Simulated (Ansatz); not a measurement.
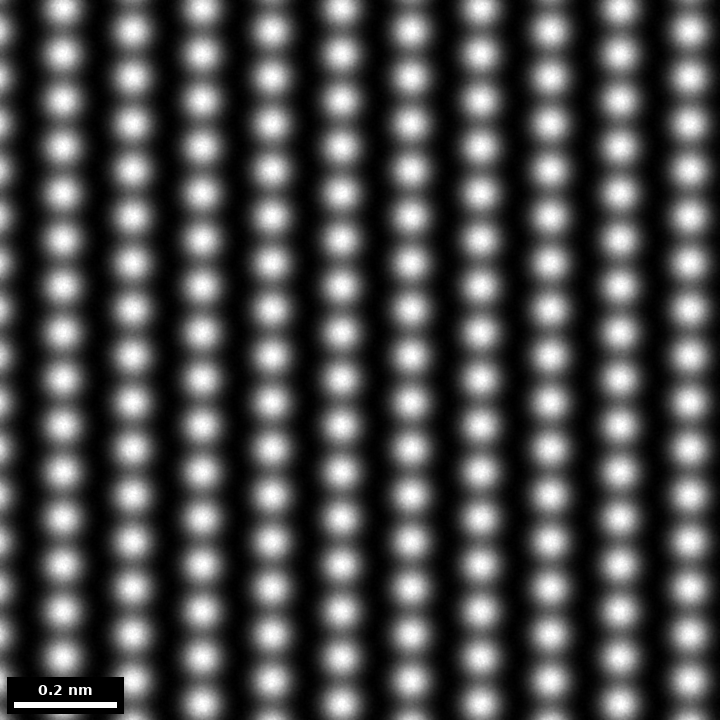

Z-contrast image of Ir. Simulation: incoherent imaging, intensity Z^1.7 per atom, probe width 0.59 Å, thin sample. Shot noise was added.

Q: Measure the repeat of the pattern.

A: The pattern repeats on a centred rectangular net of 0.9 × 2.7 Å.

Q: Which plane group does this projection have?

A: c2mm: perpendicular mirror lines on a centred net, with further twofold points between them.

Q: How many columns does the smallest repeating cell hold, and how many levels of brightness?

A: 1 column in the primitive cell of 1.2 Å², all of one brightness.

The crystal is Ir (Fm-3m, No. 225) seen along [221]. Model: the geometry relaxed with DFT PBEsol, scalar-relativistic, plane waves, PAW in Ansatz 0.2.0; the starting structure was generated, so it need not be a known form of this composition.
